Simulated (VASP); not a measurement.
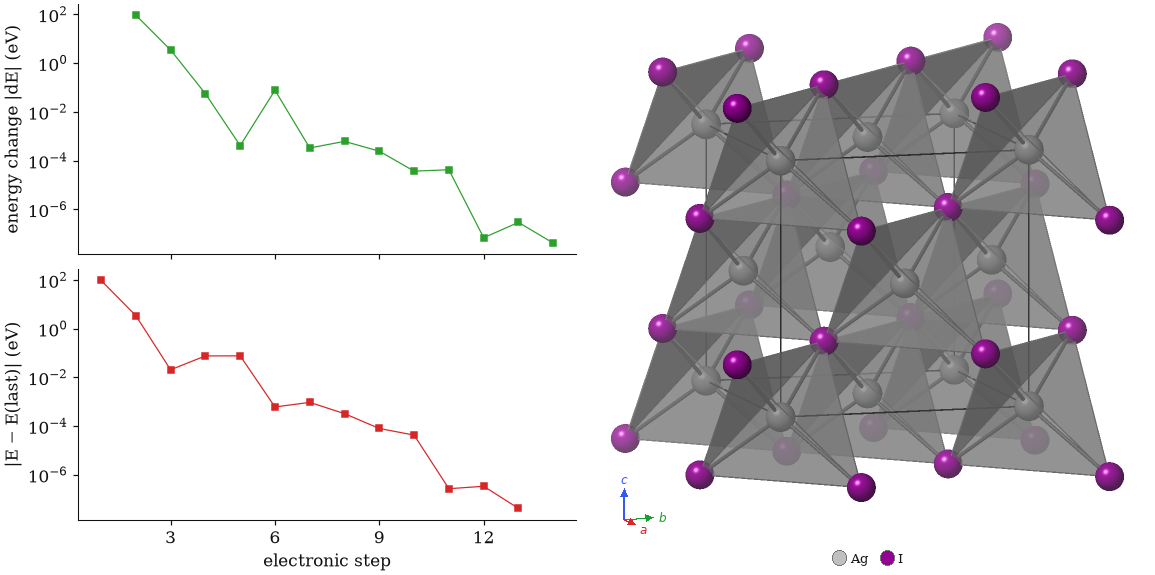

Beside the plot: the structure in its conventional cell.

The plot shows the electronic steps of a calculation: energy change |dE|, distance of the free energy from its last value.

AgI (2 atoms in the cell), run with VASP.

INCAR
```
ENCUT = 520.000000
EDIFF = 1.00e-07
GGA = PE
PREC = Accurate
IBRION = -1
ISIF = 2
NBANDS = 16
NSW = 0
LASPH = .TRUE.
LCHARG = .FALSE.
LWAVE = .FALSE.
LREAL = .FALSE.
NELM = 59
ISMEAR = 1
SIGMA = 0.4
```

KPOINTS
```
KPOINTS created by Atomic Simulation Environment
0
Gamma
6 6 6
0 0 0
```

POSCAR
```
Ag I
 1.0000000000000000
     0.0000000000000000    3.3757221564000002    3.3757221564000002
     3.3757221564000002    0.0000000000000000    3.3757221564000002
     3.3757221564000002    3.3757221564000002    0.0000000000000000
 Ag  I
   1   1
Cartesian
  0.0000000000000000  0.0000000000000000  0.0000000000000000
  1.6878610781999999  1.6878610781999999  1.6878610781999999
```

Question: How did this run end?

Answer: The run converged; it took 14 steps. The energy change falls unevenly and jumps up by a factor of two or more twice on the way down, most sharply at step 6 (by a factor of about 200). The jump at step 6 comes where the charge density, held fixed for the first 5 steps, starts to be updated.

Question: Is anything amiss with this input?

Answer: The input holds a fault (smearing far too wide). The SCF closed all the same, which doesn't make the results meaningful for the real system.
